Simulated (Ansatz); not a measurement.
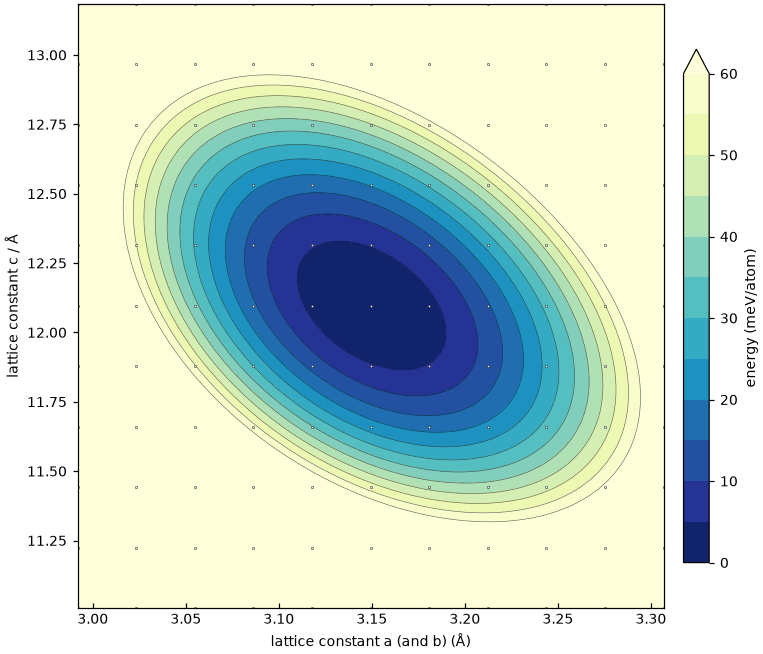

MoS2 (P6_3/mmc, No. 194; 6 atoms in the cell). The energy is mapped over the lattice constants a and c of the conventional cell. Coordinates scanned: (1) lattice constant a (and b); (2) lattice constant c. Nothing is relaxed (fractional coordinates fixed). The scan uses an 11 × 11 grid. Points are written as (first, second). Energies are in meV/atom, from the lowest grid point. The band gap closes in part of the range. The calculation used DFT PBE+D3(BJ), scalar-relativistic, plane waves, PAW in Ansatz 0.2.0. Settings: cutoff 420 eV, k-mesh 12×12×4 in the order of the run's cell vectors, gaussian smearing 0.05 eV, no spin polarisation.

Drawn: filled contours, dots at the grid points, one colour for all values above the top of the scale. Between grid points the surface is interpolated.

Q: Where is the minimum, and how stiff is the well along each coordinate?

A: The interpolated minimum is at lattice constant a (and b) ≈ 3.149 Å, lattice constant c ≈ 12.096 Å. The curvatures there are about 46 eV/Å² and 1.4 eV/Å², with a cross term of about 3.4 eV/Å² (per cell of 6 atoms). Round the minimum the valley is somewhat tilted: raising lattice constant a (and b) shifts the best value of lattice constant c downwards (coupling k₁₂/√(k₁₁k₂₂) about 0.4).

PAW datasets: the set soft_1.
